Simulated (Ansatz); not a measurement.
Single-point calculation, with input and output: Ti18O35 (charge +1) (part 2 of 3)

Ti18O35 (defect cell, 53 atoms in the cell, total charge +1); DFT PBE, scalar-relativistic, plane waves, PAW, spin-polarised (Ansatz 0.2.0); cutoff 420 eV, 2×1×2 k-mesh, Gaussian smearing of 0.05 eV, collinear spins. The structure derives from a Materials Project entry.

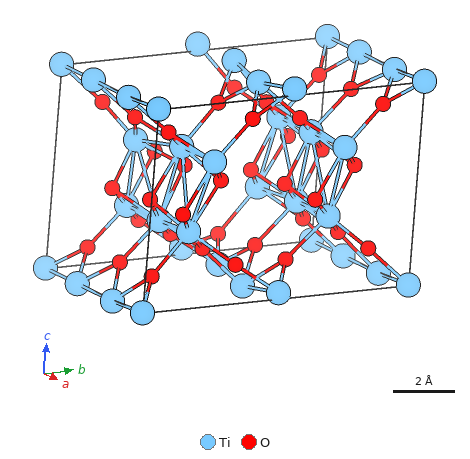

*The structure as given in the input (ball-and-stick view of the cell of the calculation, seen slightly off an axis). An atom can appear more than once, as a periodic image.*

**Output, continued**
```
--- Forces (eV/Å), atoms counted from 1 ---
  atom   1  Ti    -0.00225111     0.04373922    -0.03725956
  atom   2  Ti    -0.03172347    -0.12649783    -0.15167103
  atom   3  Ti    -0.11641888     0.07155491    -0.07733177
  atom   4  Ti    -0.03397592    -0.11037361    -0.15480053
  atom   5  Ti     0.12489869     0.05686974    -0.09151129
  atom   6  Ti     0.06617276    -0.08145903    -0.19282799
  atom   7  Ti    -0.10610253     0.12579905     0.09456762
  atom   8  Ti    -0.00298154    -0.08278936     0.02349477
  atom   9  Ti     0.08160869     0.08343052     0.10402229
  atom  10  Ti    -0.01368305    -0.02279628     0.03569340
  atom  11  Ti     0.04056230    -0.02061982     0.12159791
  atom  12  Ti     0.02083475    -0.02644731     0.00716326
  atom  13  Ti     0.00346323    -0.03016179    -0.00031734
  atom  14  Ti     0.09223810     0.07982485     0.04493054
  atom  15  Ti    -0.00662955    -0.03664387    -0.01518115
  atom  16  Ti    -0.08794423     0.08067570     0.05426305
  atom  17  Ti     0.00039373    -0.02142464    -0.07840695
  atom  18  Ti     0.00478828    -0.03384885    -0.07740677
  atom  19  O      0.01671432     0.21650669     0.24138363
  atom  20  O      0.08970420     0.09168863     0.11516814
  atom  21  O     -0.01490471     0.22994701     0.21568469
  atom  22  O     -0.09914113     0.10661650     0.12613178
  atom  23  O     -0.00434076     0.23767063     0.21821552
  atom  24  O     -0.00567910    -0.04899132    -0.00096830
  atom  25  O     -0.03179745    -0.00390946     0.11411595
  atom  26  O      0.00440654    -0.05378920    -0.01328972
  atom  27  O      0.03684857    -0.01534706     0.08116188
  atom  28  O     -0.01306868    -0.05099580     0.04162569
  atom  29  O     -0.01225464    -0.02854165     0.08370613
  atom  30  O     -0.00504616    -0.11579941     0.06265384
  atom  31  O      0.00405410     0.09175247    -0.06957880
  atom  32  O     -0.05612738    -0.06660038     0.06287649
  atom  33  O     -0.00366259     0.02085101    -0.01129370
  atom  34  O      0.06844470    -0.08690453     0.06454782
  atom  35  O     -0.00267432     0.07578105    -0.05958752
  atom  36  O     -0.02475279    -0.05815676     0.05973487
  atom  37  O      0.01157967     0.06439996    -0.05150310
  atom  38  O      0.02015255    -0.04834028     0.05457060
  atom  39  O     -0.00821902     0.06950676    -0.07001635
  atom  40  O      0.00335543    -0.06770329     0.08822972
  atom  41  O     -0.00775998     0.05260118    -0.03433340
  atom  42  O      0.01793337    -0.00304217    -0.04796779
  atom  43  O      0.00325278     0.03959290     0.02039503
  atom  44  O      0.00396762     0.03426994    -0.11760630
  atom  45  O      0.00376775     0.04317199     0.05000112
  atom  46  O     -0.03229178     0.03986353    -0.10169830
  atom  47  O     -0.00500740     0.05239268     0.03229917
  atom  48  O     -0.03181367    -0.22124504    -0.17437680
  atom  49  O      0.00731498    -0.04831051    -0.04640031
  atom  50  O      0.02970853    -0.16526456    -0.15513186
  atom  51  O     -0.00275300    -0.09413234    -0.09765795
  atom  52  O      0.00819288    -0.14919581    -0.20298100
  atom  53  O     -0.00135549    -0.08919922    -0.08714426
  max |Σ_I F_I| component: 2.43e-5 eV/Å
--- Band table (eV; the first three rows and the last of 8) ---
  k-point 0 ↑: bands = ["-48.7946", "-48.7677", "-48.7466", "-48.7157", "-48.6856", "-48.6790", "-48.6662", "-48.6588", "-48.6526", "-48.6339", ... 56 levels left out ..., "-24.6666", "-24.6571", "-24.5957", "-24.5865", "-24.5641", "-24.5218", "-10.0131", "-9.5872", "-9.4232", "-9.1862", "-9.1570", "-9.0992", "-9.0752", "-9.0445", "-9.0323", "-8.9830", "-8.9539", "-8.9292", "-8.8958", "-8.8486", "-8.8019", "-8.7654", "-8.7465", "-8.7244", "-8.6524", "-8.6315", "-8.5901", "-8.5779", "-8.5511",
      "-8.5396", "-8.5175", "-8.5120", "-8.4937", "-8.4882", "-8.4671", "-8.4505", "-8.4227", "-8.4114", "-8.3764", "-8.3225", "-8.1552", "2.7447", "2.9410", "2.9867", "3.1285", "3.3336", "3.3361", "3.3947", "3.4421", "3.4820", "3.4974", "3.5221", "3.5318", "3.5544", "3.5969", "3.6047", "3.6194", "3.6642", "3.7128", "3.7337", "3.7698", "3.7853", "3.7906", "3.8202", "3.8496", "3.8707", "3.9069", "3.9620", "4.0487",
      "4.0774", "4.1158", "4.1686", "4.1851", "4.2251", "4.3061", "4.3199", "4.4047", "4.4229", "4.4666", "4.4842", "4.5251", "4.5812", "4.6129", "4.6247", "4.6698", "4.7649", "4.8113", "4.8424", "4.9243", "4.9469", "4.9556", "4.9998", "5.0085", "5.0498", "5.1029", "5.1417", "5.3006", "5.3365", "5.4060", "5.5038", "5.5350", "5.5414", "5.6397", "5.6900", "5.7511", "5.7877", "5.8332", "5.8968", "5.9325",
      "5.9692", "5.9923", "6.0142", "6.0892", "6.0988", "6.1601", "6.1707", "6.2125", "6.2160", "6.2476", "6.3082", "6.3362", "6.3897", "6.4566", "6.5204", "6.5758", "6.6043", "6.6419", "6.6815", "6.7199", "6.7586", "6.7742", "6.8261", "6.8524", "6.8780", "6.9390", "6.9847", "7.0178", "7.0528", "7.1003", "7.1593", "7.1681", "7.2257", "7.2826", "7.3309", "7.4278", "7.6888", "10.0751", "10.1261", "10.3935",
      "10.4116", "10.4312", "10.5181", "10.5522", "10.5626", "10.5709", "10.5872", "10.6575", "10.6769", "10.6978", "10.7523", "10.7814", "10.8718", "10.8975", "10.9328", "10.9626", "11.0125", "11.0413", "11.0954", "11.1095", "11.1285", "11.1656", "11.1911", "11.2158", "11.2564", "11.2880", "11.2973", "11.3353", "11.3713", "11.4245", "11.4750", "11.4904", "11.5037", "11.5253", "11.5658", "11.6055", "11.6149", "11.6559", "11.6723", "11.7185",
      "11.7244", "11.7431", "11.8061", "11.8362", "11.9250", "11.9621", "11.9781", "12.0420", "12.1011", "12.1921", "12.2528"]
  k-point 1 ↑: bands = ["-48.7946", "-48.7677", "-48.7466", "-48.7158", "-48.6856", "-48.6790", "-48.6662", "-48.6588", "-48.6526", "-48.6339", ... 56 levels left out ..., "-24.6667", "-24.6573", "-24.5958", "-24.5864", "-24.5641", "-24.5219", "-9.7012", "-9.6568", "-9.5798", "-9.4026", "-9.1637", "-9.1248", "-9.0664", "-9.0520", "-9.0085", "-8.9943", "-8.9855", "-8.9322", "-8.9012", "-8.8426", "-8.8228", "-8.8056", "-8.7206", "-8.7013", "-8.6272", "-8.6118", "-8.5947", "-8.5701", "-8.5651",
      "-8.5394", "-8.5044", "-8.5008", "-8.4943", "-8.4585", "-8.4575", "-8.4303", "-8.4170", "-8.3879", "-8.3577", "-8.2406", "-8.2025", "2.6042", "2.9448", "3.1521", "3.2229", "3.2407", "3.3249", "3.3459", "3.3945", "3.4695", "3.4760", "3.5101", "3.5457", "3.5829", "3.5935", "3.6599", "3.6689", "3.7026", "3.7223", "3.7566", "3.7844", "3.8028", "3.8489", "3.8658", "3.8920", "3.9222", "3.9388", "3.9698", "4.0070",
      "4.0664", "4.0988", "4.1437", "4.1551", "4.1658", "4.2049", "4.2563", "4.3204", "4.4063", "4.4599", "4.4866", "4.5197", "4.5567", "4.6114", "4.6431", "4.6987", "4.7202", "4.7480", "4.8080", "4.8593", "4.8858", "4.9475", "4.9912", "5.0438", "5.0935", "5.2239", "5.2785", "5.3097", "5.3456", "5.3906", "5.4550", "5.4818", "5.5375", "5.6890", "5.7343", "5.7791", "5.7943", "5.8387", "5.8811", "5.8998",
      "5.9454", "5.9900", "6.0133", "6.1021", "6.1557", "6.1721", "6.2093", "6.2452", "6.2520", "6.2864", "6.2973", "6.3228", "6.3716", "6.4503", "6.4547", "6.5078", "6.5837", "6.6253", "6.6959", "6.7081", "6.7970", "6.8302", "6.8348", "6.8836", "6.9086", "6.9601", "6.9658", "6.9996", "7.0307", "7.0865", "7.0962", "7.1793", "7.1988", "7.2773", "7.4037", "7.4836", "7.6318", "10.0924", "10.1450", "10.3564",
      "10.3591", "10.3967", "10.4153", "10.4877", "10.5494", "10.5721", "10.5909", "10.6296", "10.6627", "10.7020", "10.7341", "10.7798", "10.8350", "10.8661", "10.9423", "10.9721", "11.0184", "11.0446", "11.0483", "11.0812", "11.0987", "11.1593", "11.1950", "11.2317", "11.2603", "11.2810", "11.3327", "11.3477", "11.3748", "11.3936", "11.4375", "11.4741", "11.4921", "11.5095", "11.5662", "11.6112", "11.6550", "11.6853", "11.7203", "11.7326",
      "11.7752", "11.8322", "11.8747", "11.8966", "11.9493", "11.9570", "12.0838", "12.1265", "12.1638", "12.1724", "12.2915"]
  k-point 2 ↑: bands = ["-48.7914", "-48.7738", "-48.7437", "-48.7148", "-48.6809", "-48.6803", "-48.6667", "-48.6657", "-48.6534", "-48.6307", ... 56 levels left out ..., "-24.6664", "-24.6567", "-24.6109", "-24.5948", "-24.5640", "-24.5614", "-9.7690", "-9.7200", "-9.3853", "-9.3717", "-9.2517", "-9.1994", "-9.0685", "-9.0068", "-8.9791", "-8.9588", "-8.9175", "-8.9081", "-8.8852", "-8.8425", "-8.8200", "-8.7949", "-8.7795", "-8.7613", "-8.6999", "-8.6259", "-8.5974", "-8.5736", "-8.5679",
      "-8.5467", "-8.5344", "-8.4856", "-8.4758", "-8.4584", "-8.4431", "-8.4332", "-8.3977", "-8.3551", "-8.2823", "-8.2696", "-8.2515", "3.0196", "3.0339", "3.0772", "3.1164", "3.1256", "3.2196", "3.2363", "3.2537", "3.3033", "3.3537", "3.3877", "3.4523", "3.4606", "3.5621", "3.6211", "3.6250", "3.6464", "3.7096", "3.7747", "3.7984", "3.8287", "3.8670", "3.8907", "3.9013", "3.9165", "3.9376", "3.9854", "4.0002",
      "4.0589", "4.0734", "4.1253", "4.1618", "4.1916", "4.2249", "4.2439", "4.2809", "4.3202", "4.3563", "4.4604", "4.5163", "4.6116", "4.6958", "4.7507", "4.8348", "4.8968", "4.9219", "4.9850", "5.0052", "5.0554", "5.1678", "5.1986", "5.2453", "5.2739", "5.3560", "5.4457", "5.4874", "5.5141", "5.5249", "5.5735", "5.6173", "5.6706", "5.6861", "5.7097", "5.7254", "5.8042", "5.8091", "5.8472", "5.8739",
      "5.8936", "5.9072", "5.9478", "5.9596", "5.9820", "6.0068", "6.0283", "6.0504", "6.1319", "6.1376", "6.1665", "6.2784", "6.3150", "6.3327", "6.4018", "6.4312", "6.5126", "6.5663", "6.6020", "6.6785", "6.7209", "6.7853", "6.8158", "6.8548", "6.8971", "6.8982", "6.9855", "7.0016", "7.0258", "7.0458", "7.0896", "7.1330", "7.1742", "7.4007", "7.4265", "7.5384", "7.5851", "9.9926", "10.3669", "10.3931",
      "10.4526", "10.4880", "10.5187", "10.5549", "10.5806", "10.6554", "10.6679", "10.6947", "10.7160", "10.7431", "10.7831", "10.8174", "10.8315", "10.8767", "10.9080", "10.9486", "10.9877", "11.0160", "11.0810", "11.0950", "11.1254", "11.1402", "11.2228", "11.2565", "11.2602", "11.2903", "11.3086", "11.3548", "11.3725", "11.4093", "11.4318", "11.4657", "11.4914", "11.4935", "11.5331", "11.5715", "11.5888", "11.6237", "11.6850", "11.7285",
      "11.7799", "11.8004", "11.8304", "11.8414", "11.8553", "11.8953", "11.9683", "12.0302", "12.1165", "12.1291", "12.3959"]
  k-point 3 ↓: bands = ["-48.7636", "-48.7451", "-48.7095", "-48.7030", "-48.6688", "-48.6578", "-48.6547", "-48.6454", "-48.6299", "-48.6181", ... 56 levels left out ..., "-24.5868", "-24.5646", "-24.5444", "-24.5052", "-24.2045", "-24.0287", "-9.5639", "-9.5315", "-9.4059", "-9.3835", "-9.3609", "-9.3108", "-9.2184", "-9.1866", "-9.0657", "-9.0076", "-8.9307", "-8.9149", "-8.8872", "-8.8219", "-8.8196", "-8.7948", "-8.7824", "-8.7644", "-8.7067", "-8.6169", "-8.5683", "-8.5568", "-8.5196",
      "-8.5047", "-8.4857", "-8.4806", "-8.4625", "-8.4528", "-8.3996", "-8.3578", "-8.3462", "-8.3385", "-8.3181", "-8.3032", "-8.2506", "2.9470", "2.9789", "3.0646", "3.1339", "3.1426", "3.2397", "3.2845", "3.3393", "3.3903", "3.4217", "3.4376", "3.4913", "3.5322", "3.5675", "3.5866", "3.6418", "3.6834", "3.6990", "3.7301", "3.7935", "3.8102", "3.8259", "3.9044", "3.9125", "3.9202", "3.9286", "3.9802", "4.0021",
      "4.0529", "4.0774", "4.1258", "4.1765", "4.1972", "4.2150", "4.2793", "4.3138", "4.3386", "4.3566", "4.4654", "4.5675", "4.6229", "4.6491", "4.7888", "4.8081", "4.8504", "4.9298", "5.0143", "5.0903", "5.1283", "5.1655", "5.1937", "5.2217", "5.2984", "5.3344", "5.4046", "5.4508", "5.4722", "5.5216", "5.5456", "5.5941", "5.6082", "5.6215", "5.6467", "5.7098", "5.7601", "5.8048", "5.8250", "5.8619",
      "5.9306", "5.9495", "5.9881", "6.0095", "6.0624", "6.0770", "6.1248", "6.1842", "6.1888", "6.2332", "6.2546", "6.2989", "6.3226", "6.3554", "6.3696", "6.4643", "6.5371", "6.5441", "6.5572", "6.6210", "6.6431", "6.6629", "6.6886", "6.7787", "6.8871", "6.8969", "6.9820", "7.0300", "7.0754", "7.1534", "7.1696", "7.2119", "7.2712", "7.3468", "7.3993", "7.5022", "7.5405", "10.3426", "10.3913", "10.3988",
      "10.4390", "10.4617", "10.5606", "10.5748", "10.6002", "10.6469", "10.6529", "10.7092", "10.7629", "10.7912", "10.8377", "10.8675", "10.8908", "10.9657", "10.9905", "11.0019", "11.0192", "11.0556", "11.0676", "11.0985", "11.1105", "11.1789", "11.1825", "11.2073", "11.2854", "11.3149", "11.3236", "11.3750", "11.3869", "11.4224", "11.4464", "11.4697", "11.5074", "11.5276", "11.6128", "11.6853", "11.7069", "11.7377", "11.7980", "11.8210",
      "11.8477", "11.8794", "11.9685", "11.9803", "12.0470", "12.0527", "12.0664", "12.1831", "12.2267", "12.2851", "12.3613"]
--- Löwdin populations: 53 sites ---
  site symbol       q [e]    m [muB]
     0     Ti     10.6809     0.0100
     1     Ti     10.6465     0.0126
     2     Ti     10.6272     0.0277
     3     Ti     10.6382     0.0125
     4     Ti     10.6270     0.0267
     5     Ti     10.6394     0.0126
     6     Ti     10.6490     0.0122
     7     Ti     10.6434     0.0158
     8     Ti     10.6410     0.0116
     9     Ti     10.6452     0.0168
    10     Ti     10.6475     0.0099
    11     Ti     10.6445     0.0174
    12     Ti     10.6193     0.0287
    13     Ti     10.6896     0.1606
    14     Ti     10.6151     0.0299
    15     Ti     10.6908     0.1547
    16     Ti     10.6163     0.0388
    17     Ti     10.7017     0.4302
    18      O      6.6474    -0.0010
    19      O      6.6314    -0.0043
    20      O      6.6377    -0.0011
    21      O      6.6265    -0.0045
    22      O      6.6370    -0.0009
    23      O      6.6124    -0.0004
    24      O      6.5846    -0.0013
    25      O      6.6090    -0.0004
    26      O      6.5873    -0.0008
    27      O      6.6095     0.0009
    28      O      6.5780    -0.0009
    29      O      6.6725    -0.0024
    30      O      6.6569     0.0002
    31      O      6.6451    -0.0064
    32      O      6.6411    -0.0013
    33      O      6.6577    -0.0023
    34      O      6.6583     0.0002
    35      O      6.6686    -0.0012
    36      O      6.6648    -0.0030
    37      O      6.6682    -0.0013
    38      O      6.6655    -0.0025
    39      O      6.6480     0.0014
    40      O      6.6505    -0.0068
    41      O      6.5511    -0.0009
    42      O      6.5992    -0.0004
    43      O      6.5840    -0.0008
    44      O      6.5816    -0.0005
    45      O      6.5943    -0.0006
    46      O      6.6037    -0.0004
    47      O      6.6273    -0.0014
    48      O      6.6805    -0.0049
    49      O      6.6289    -0.0009
    50      O      6.5704    -0.0066
    51      O      6.6383    -0.0010
    52      O      6.5672    -0.0069
  spilling = 0.003418 (of n_electrons = 425.000000)
--- Bader charges: 53 sites ---
  site symbol  charge [e]  shift [e]    m [muB]
     0     Ti      2.1803     0.0064     0.0083
     1     Ti      2.2607     0.0038     0.0108
     2     Ti      2.2649     0.0035     0.0258
     3     Ti      2.2576     0.0038     0.0109
     4     Ti      2.2667     0.0036     0.0250
     5     Ti      2.2584     0.0037     0.0109
     6     Ti      2.2548     0.0039     0.0106
     7     Ti      2.2534     0.0037     0.0135
     8     Ti      2.2525     0.0038     0.0102
     9     Ti      2.2554     0.0041     0.0149
    10     Ti      2.2516     0.0041     0.0087
    11     Ti      2.2562     0.0041     0.0155
    12     Ti      2.2892     0.0036     0.0247
    13     Ti      2.1837     0.0061     0.1387
    14     Ti      2.2913     0.0036     0.0257
    15     Ti      2.1833     0.0061     0.1336
    16     Ti      2.2843     0.0037     0.0333
    17     Ti      2.1574     0.0028     0.3742
    18      O     -1.1507     0.0019     0.0011
    19      O     -1.1550     0.0021     0.0195
    20      O     -1.1389     0.0020     0.0012
    21      O     -1.1488     0.0022     0.0198
    22      O     -1.1399     0.0020     0.0014
    23      O     -1.0995     0.0018     0.0008
    24      O     -1.0820     0.0021    -0.0006
    25      O     -1.0962     0.0018     0.0008
    26      O     -1.0847     0.0022     0.0000
    27      O     -1.0989     0.0018     0.0017
    28      O     -1.0789     0.0022    -0.0001
    29      O     -1.1703     0.0017     0.0001
    30      O     -1.1524     0.0018     0.0008
    31      O     -1.1490     0.0021    -0.0023
    32      O     -1.1347     0.0021    -0.0007
    33      O     -1.1577     0.0020     0.0003
    34      O     -1.1537     0.0018     0.0008
    35      O     -1.1630     0.0019    -0.0004
    36      O     -1.1637     0.0018    -0.0003
    37      O     -1.1617     0.0019    -0.0004
    38      O     -1.1649     0.0018     0.0003
    39      O     -1.1424     0.0019     0.0034
    40      O     -1.1532     0.0020    -0.0027
    41      O     -1.0476     0.0036    -0.0001
    42      O     -1.0904     0.0019     0.0006
    43      O     -1.0803     0.0022     0.0000
    44      O     -1.0714     0.0021     0.0001
    45      O     -1.0901     0.0021     0.0002
    46      O     -1.0934     0.0019     0.0005
    47      O     -1.1331     0.0021     0.0008
    48      O     -1.1896     0.0019     0.0023
    49      O     -1.1336     0.0021     0.0012
    50      O     -1.0954     0.0038     0.0136
    51      O     -1.1427     0.0020     0.0011
    52      O     -1.0934     0.0038     0.0141
  estimated error of the sums over rays = 5.9e-4 e
```
